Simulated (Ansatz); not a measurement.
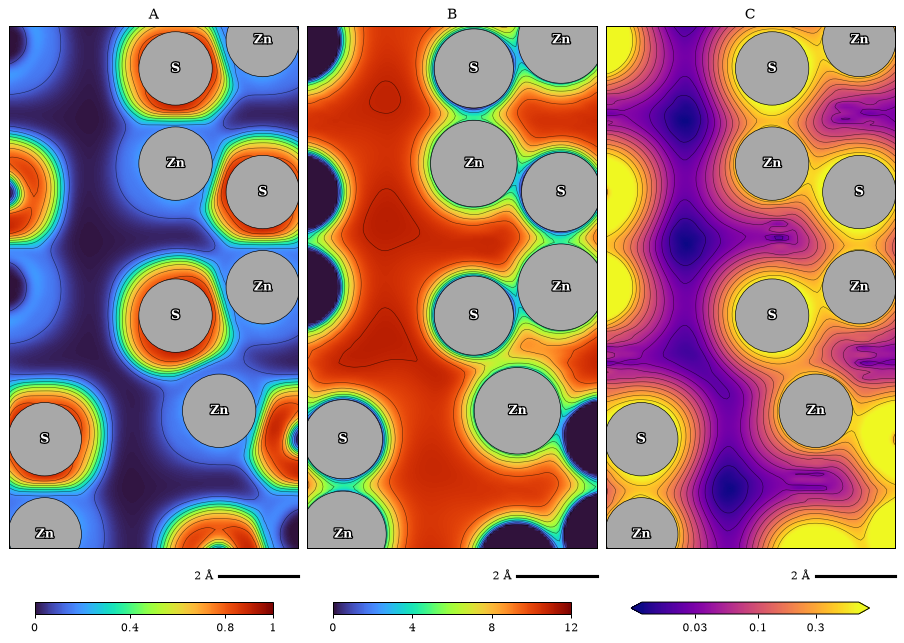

ZnS: 3 fields on the (010) plane of the conventional cell, with unlabelled colour scales. Grey discs cover the atomic cores.

Space group Cm; not relaxed (largest force 0.8 eV/Å).

Method: DFT PBE, scalar-relativistic, plane waves, PAW (Ansatz).

```
Zn S
1.0
     5.71650    3.30042    0.00000
    -1.90550    3.30042    0.00000
    -0.95294   -0.55018   12.46800
Zn S
8 8
Direct
  0.77565 0.00000 0.65375
  0.27565 0.50000 0.65375
  0.69230 0.00000 0.15375
  0.19230 0.50000 0.15375
  0.98399 0.50000 0.90375
  0.48399 0.00000 0.90375
  0.90064 0.50000 0.40375
  0.40064 0.00000 0.40375
  0.80774 0.00000 0.84625
  0.30774 0.50000 0.84625
  0.72439 0.00000 0.34625
  0.22439 0.50000 0.34625
  0.84938 0.50000 0.09625
  0.34938 0.00000 0.09625
  0.93273 0.50000 0.59625
  0.43273 0.00000 0.59625
```

Question: The panels show electron localisation function, electrostatic potential energy of an electron and valence pseudo-density in some order. Assign them.

Answer: Panel A: electron localisation function. Panel B: electrostatic potential energy of an electron (low next to the atoms, rising into the space between them). Panel C: valence pseudo-density. From the grid: Zn–S (2.31 Å): ρ at the midpoint is about 0.54 e/Å³; the ELF peaks at about 0.90 in the valence shell of S, 0.8 Å from its nucleus, and is about 0.55 at the midpoint. Zn–S (2.40 Å): ρ at the midpoint is about 0.44 e/Å³; the ELF peaks at about 0.90 in the valence shell of S, 0.9 Å from its nucleus, and is about 0.55 at the midpoint.
